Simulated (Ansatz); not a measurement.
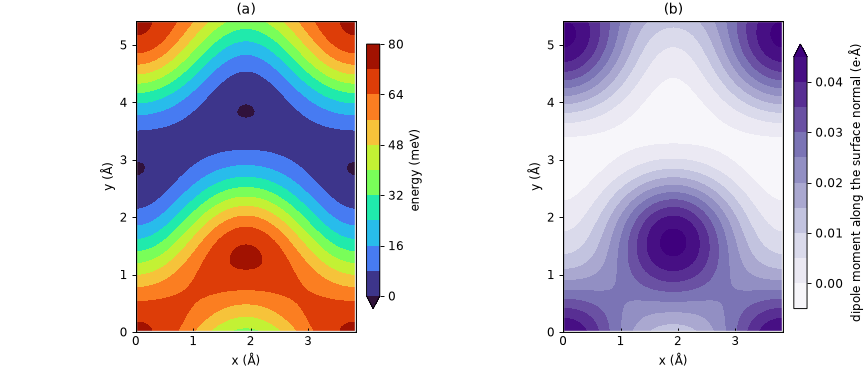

N₂ on a Si(110) slab cut from the Fd-3m phase, its upper half relaxed before the scan (6 atoms of substrate and one adsorbate in a 1 × 1 cell). 
- N2 is moved over the surface cell at a fixed height above a rigid substrate; the origin of the map has the adsorbate above Si5; the height is held at 3.10 Å.
- Places are given modulo a cell vector. The map is drawn in real space over the plane of the surface.
- The scan uses a 6 × 6 grid; 24 points were computed and 12 follow by symmetry.
- All energies are given in meV relative to the lowest grid point.
- With one adsorbate in each 1 × 1 cell, its nearest image is 3.8 Å away, so neighbouring adsorbates interact. At a fixed height the lowest place need not be the adsorption site.
- All numbers below come from Ansatz 0.2.0, DFT PBE+D3(BJ), scalar-relativistic, plane waves, PAW. Settings: cutoff 420 eV, k-mesh 7×5×1, gaussian smearing 0.05 eV, no spin polarisation.

Panel (a) is the energy and panel (b) the computed dipole moment along the surface normal on the same grid.

Drawn: filled contours, the outline of one cell of the plane. Between grid points the surface is interpolated.

Question: How does the dipole moment along the surface normal vary over the map, and what is it at the lowest grid point?

Answer: It runs from 0.00 e·Å at (0/6, 3/6) of the cell vectors to 0.04 e·Å at the top site over a surface Si atom, (0/6, 0/6) of the cell vectors. At the lowest grid point, (0/6, 3/6) of the cell vectors, it is 0.00 e·Å.

PAW datasets: the set soft_1.
